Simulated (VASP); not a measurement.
## Geometry relaxation, with input and output: CdSe (part 2 of 2)

Continued. System: CdSe (2 atoms in the cell). Method: Kohn-Sham DFT of a periodic cell, PBEsol, VASP PAW PBE potentials, recommended, no spin polarisation (VASP 6.6.1); cutoff 600 eV, 4×4×4 k-mesh, Gaussian smearing of 0.02 eV. The structure derives from a Materials Project entry.

Geometry of the input (Å; fractional positions):
```
0.0000  3.0703  3.0703
3.0703  0.0000  3.0703
3.0703  3.0703  0.0000
Cd 0.0000  0.0000  0.0000
Se 0.2500  0.2500  0.2500
```

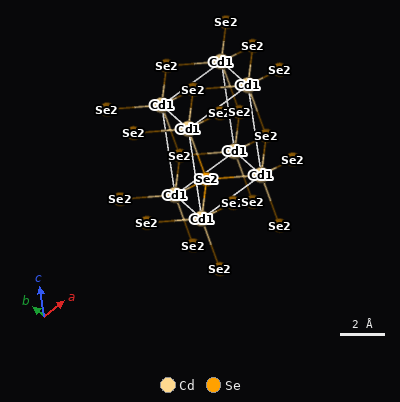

*The geometry at step 1 of the log (ball-and-stick view of the cell of the calculation, seen slightly off an axis; neighbours outside the cell are drawn fainter; atoms are numbered from 1 in the order of the input).*

Parts of OUTCAR, continued:
```
   NGX = 17   NGY = 17   NGZ = 17

--------------------------------------- Ionic step        1  -------------------------------------------

 number of electron      17.9999997 magnetization

 Free energy of the ion-electron system (eV)
  ---------------------------------------------------
  ext. energy  EPLUGINS =         0.00000000
  ---------------------------------------------------
  free energy    TOTEN  =        -6.12185620 eV

  energy without entropy =       -6.12185620  energy(sigma->0) =       -6.12185620

------------------------ aborting loop because EDIFF is reached ----------------------------------------

  FORCE on cell =-STRESS in cart. coord.  units (eV):
  Direction    XX          YY          ZZ          XY          YZ          ZX
  --------------------------------------------------------------------------------------
  -------------------------------------------------------------------------------------
  Total       -0.3465205     -0.3465205     -0.3465205      0.0000000      0.0000000      0.0000000
  in kB       -9.5913415     -9.5913415     -9.5913415      0.0000000      0.0000000      0.0000000
  external PRESSURE =      -9.5913415 kB  Pullay stress =       0.0000000 kB

 VOLUME and BASIS-vectors are now :
 -----------------------------------------------------------------------------
  energy-cutoff  :      600.00
  volume of cell :       57.88
      direct lattice vectors                 reciprocal lattice vectors
     0.000000000  3.070271200  3.070271200    -0.162852063  0.162852063  0.162852063
     3.070271200  0.000000000  3.070271200     0.162852063 -0.162852063  0.162852063
     3.070271200  3.070271200  0.000000000     0.162852063  0.162852063 -0.162852063

 POSITION                                       TOTAL-FORCE (eV/Angst)
 -----------------------------------------------------------------------------------
      0.00000      0.00000      0.00000         0.000000      0.000000      0.000000
      1.53514      1.53514      1.53514        -0.000000     -0.000000     -0.000000
 -----------------------------------------------------------------------------------
    total drift:                               -0.000000     -0.000000     -0.000000

  FREE ENERGIE OF THE ION-ELECTRON SYSTEM (eV)
  ---------------------------------------------------
  free  energy   TOTEN  =        -6.1218562037 eV

  energy  without entropy=       -6.1218562037  energy(sigma->0) =       -6.12185620

--------------------------------------- Ionic step        2  -------------------------------------------

 number of electron      17.9999998 magnetization

------------------------ aborting loop because EDIFF is reached ----------------------------------------

  FORCE on cell =-STRESS in cart. coord.  units (eV):
  Direction    XX          YY          ZZ          XY          YZ          ZX
  --------------------------------------------------------------------------------------
  -------------------------------------------------------------------------------------
  Total        0.1081712      0.1081712      0.1081712      0.0000000      0.0000000     -0.0000000
  in kB        3.0704204      3.0704204      3.0704204      0.0000000      0.0000000     -0.0000000
  external PRESSURE =       3.0704204 kB  Pullay stress =       0.0000000 kB

 VOLUME and BASIS-vectors are now :
 -----------------------------------------------------------------------------
  energy-cutoff  :      600.00
  volume of cell :       56.44
      direct lattice vectors                 reciprocal lattice vectors
     0.000000000  3.044608230  3.044608230    -0.164224742  0.164224742  0.164224742
     3.044608230  0.000000000  3.044608230     0.164224742 -0.164224742  0.164224742
     3.044608230  3.044608230  0.000000000     0.164224742  0.164224742 -0.164224742

 POSITION                                       TOTAL-FORCE (eV/Angst)
 -----------------------------------------------------------------------------------
      0.00000      0.00000      0.00000        -0.000000     -0.000000     -0.000000
      1.52230      1.52230      1.52230         0.000000      0.000000      0.000000
 -----------------------------------------------------------------------------------
    total drift:                               -0.000000     -0.000000     -0.000000

  FREE ENERGIE OF THE ION-ELECTRON SYSTEM (eV)
  ---------------------------------------------------
  free  energy   TOTEN  =        -6.1249072011 eV

  energy  without entropy=       -6.1249072011  energy(sigma->0) =       -6.12490720

--------------------------------------- Ionic step        3  -------------------------------------------

 number of electron      17.9999997 magnetization

 Free energy of the ion-electron system (eV)
  ---------------------------------------------------
  ext. energy  EPLUGINS =         0.00000000
  ---------------------------------------------------
  free energy    TOTEN  =        -6.12522413 eV

  energy without entropy =       -6.12522413  energy(sigma->0) =       -6.12522413

 E-fermi :   0.8632     XC(G=0):  -9.0447     alpha+bet : -6.3726

 val. band max:        0.7696443895   @ k =   0.0000   0.0000   0.0000
 cond. band min:       1.2172109273   @ k =   0.0000   0.0000   0.0000
 fundamental gap:      0.4475665378
 Fermi energy:         0.8631992597

 k-point     1 :       0.0000    0.0000    0.0000
  band No.  band energies     occupation
      1     -11.7966      2.00000
      2      -7.1432      2.00000
      3      -7.1432      2.00000
      4      -7.1432      2.00000
      5      -6.7751      2.00000
      6      -6.7751      2.00000
      7       0.7696      2.00000
      8       0.7696      2.00000
      9       0.7696      2.00000
     10       1.2172      0.00000
     11       6.6011      0.00000
     12       6.6011      0.00000
     13       6.6011      0.00000

 k-point     2 :       0.2500    0.0000    0.0000
  band No.  band energies     occupation
      1     -11.6116      2.00000
      2      -7.0893      2.00000
      3      -7.0893      2.00000
      4      -6.9369      2.00000
      5      -6.7731      2.00000
      6      -6.7731      2.00000
      7      -1.9311      2.00000
      8       0.3669      2.00000
      9       0.3669      2.00000
     10       2.9402      0.00000
     11       6.6033      0.00000
     12       7.1193      0.00000
     13       7.1193      0.00000

 k-point     3 :       0.5000    0.0000    0.0000
  band No.  band energies     occupation
      1     -11.4232      2.00000
      2      -7.0508      2.00000
      3      -7.0508      2.00000
      4      -6.7518      2.00000
      5      -6.7518      2.00000
      6      -6.4859      2.00000
      7      -3.6386      2.00000
      8       0.0210      2.00000
      9       0.0210      2.00000
     10       3.0279      0.00000
     11       7.1080      0.00000
     12       7.1080      0.00000
     13       8.0167      0.00000

 k-point     4 :       0.2500    0.2500    0.0000
  band No.  band energies     occupation
      1     -11.5512      2.00000
      2      -7.0239      2.00000
      3      -7.0239      2.00000
      4      -6.9879      2.00000
      5      -6.7829      2.00000
      6      -6.7461      2.00000
      7      -1.8316      2.00000
      8      -0.2662      2.00000
      9      -0.2662      2.00000
     10       3.9517      0.00000
     11       4.8642      0.00000
     12       8.3069      0.00000
     13       8.3069      0.00000

 k-point     5 :       0.5000    0.2500    0.0000
  band No.  band energies     occupation
      1     -11.3659      2.00000
      2      -7.0066      2.00000
      3      -6.9657      2.00000
      4      -6.8394      2.00000
      5      -6.7411      2.00000
      6      -6.4536      2.00000
      7      -3.2002      2.00000
      8      -1.2460      2.00000
      9      -0.5740      2.00000
     10       4.3508      0.00000
     11       5.8142      0.00000
     12       7.7398      0.00000
     13       8.5965      0.00000

 k-point     6 :      -0.2500    0.2500    0.0000
  band No.  band energies     occupation
      1     -11.4268      2.00000
      2      -7.0253      2.00000
      3      -7.0198      2.00000
      4      -6.7899      2.00000
      5      -6.7845      2.00000
      6      -6.5727      2.00000
      7      -2.8681      2.00000
      8      -1.3045      2.00000
      9      -0.0041      2.00000
     10       4.4181      0.00000
     11       6.5171      0.00000
     12       6.9630      0.00000
     13       7.7949      0.00000

 k-point     7 :       0.5000    0.5000    0.0000
  band No.  band energies     occupation
      1     -11.3057      2.00000
      2      -6.9576      2.00000
      3      -6.8857      2.00000
      4      -6.8857      2.00000
      5      -6.7170      2.00000
      6      -6.4233      2.00000
      7      -3.3324      2.00000
      8      -1.0834      2.00000
      9      -1.0834      2.00000
     10       3.7664      0.00000
     11       4.4173      0.00000
     12       9.7030      0.00000
     13      10.8270      0.00000

 k-point     8 :      -0.2500    0.5000    0.2500
  band No.  band energies     occupation
      1     -11.3066      2.00000
      2      -6.9610      2.00000
      3      -6.9544      2.00000
      4      -6.8090      2.00000
      5      -6.7709      2.00000
      6      -6.2979      2.00000
      7      -3.2351      2.00000
      8      -1.4730      2.00000
      9      -1.4508      2.00000
     10       5.7119      0.00000
     11       5.8588      0.00000
     12       7.0999      0.00000
     13       8.2224      0.00000

------------------------ aborting loop because EDIFF is reached ----------------------------------------

  FORCE on cell =-STRESS in cart. coord.  units (eV):
  Direction    XX          YY          ZZ          XY          YZ          ZX
  --------------------------------------------------------------------------------------
  -------------------------------------------------------------------------------------
  Total        0.0004352      0.0004352      0.0004352     -0.0000000      0.0000000      0.0000000
  in kB        0.0122811      0.0122811      0.0122811     -0.0000000      0.0000000      0.0000000
  external PRESSURE =       0.0122811 kB  Pullay stress =       0.0000000 kB

 VOLUME and BASIS-vectors are now :
 -----------------------------------------------------------------------------
  energy-cutoff  :      600.00
  volume of cell :       56.78
      direct lattice vectors                 reciprocal lattice vectors
     0.000000000  3.050562759  3.050562759    -0.163904184  0.163904184  0.163904184
     3.050562759  0.000000000  3.050562759     0.163904184 -0.163904184  0.163904184
     3.050562759  3.050562759  0.000000000     0.163904184  0.163904184 -0.163904184

 POSITION                                       TOTAL-FORCE (eV/Angst)
 -----------------------------------------------------------------------------------
      0.00000      0.00000      0.00000         0.000000      0.000000      0.000000
      1.52528      1.52528      1.52528        -0.000000     -0.000000     -0.000000
 -----------------------------------------------------------------------------------
    total drift:                               -0.000000     -0.000000     -0.000000

  FREE ENERGIE OF THE ION-ELECTRON SYSTEM (eV)
  ---------------------------------------------------
  free  energy   TOTEN  =        -6.1252241329 eV

  energy  without entropy=       -6.1252241329  energy(sigma->0) =       -6.12522413

 reached required accuracy - stopping structural energy minimisation
```

CONTCAR:
```
CdSe
   1.00000000000000
     0.0000000000000000    3.0505627594064570    3.0505627594064570
     3.0505627594064570    0.0000000000000000    3.0505627594064570
     3.0505627594064570    3.0505627594064570    0.0000000000000000
  Cd              Se
     1     1
Direct
     0.0000000000000000    0.0000000000000000    0.0000000000000000
     0.2500000000000000    0.2500000000000000    0.2500000000000000

  0.00000000E+00  0.00000000E+00  0.00000000E+00
  0.00000000E+00  0.00000000E+00  0.00000000E+00
```

Trajectory as extended XYZ (Å, eV, eV/Å), 3 frames, from step=0 to step=2:
```
2
Lattice="0.0000 3.0703 3.0703 3.0703 0.0000 3.0703 3.0703 3.0703 0.0000" Properties=species:S:1:pos:R:3:forces:R:3 step=0 energy=-6.12186
Cd    0.0000    0.0000    0.0000    0.0000   0.0000   0.0000
Se    1.5351    1.5351    1.5351    0.0000   0.0000   0.0000
2
Lattice="0.0000 3.0446 3.0446 3.0446 0.0000 3.0446 3.0446 3.0446 0.0000" Properties=species:S:1:pos:R:3:forces:R:3 step=1 energy=-6.12491
Cd    0.0000    0.0000    0.0000    0.0000   0.0000   0.0000
Se    1.5223    1.5223    1.5223    0.0000   0.0000   0.0000
2
Lattice="0.0000 3.0506 3.0506 3.0506 0.0000 3.0506 3.0506 3.0506 0.0000" Properties=species:S:1:pos:R:3:forces:R:3 step=2 energy=-6.12522
Cd    0.0000    0.0000    0.0000    0.0000   0.0000   0.0000
Se    1.5253    1.5253    1.5253    0.0000   0.0000   0.0000
```

Key numbers:

```tsv
quantity	value
outcome	converged
space group (tolerance 0.01 Å)	F-43m (216)
electrons treated	18
free energy	−6.1252 eV
Fermi energy	0.863 eV
gap on the k-point mesh	0.45 eV
pressure	0.00 GPa
final volume	56.78 Å³
largest force (length of the vector) at the end	under 0.001 eV/Å
final cell	a = 4.314 Å, b = 4.314 Å, c = 4.314 Å, α = 60.00°, β = 60.00°, γ = 60.00°
wall time	11 s
peak memory	0.21 GiB
```
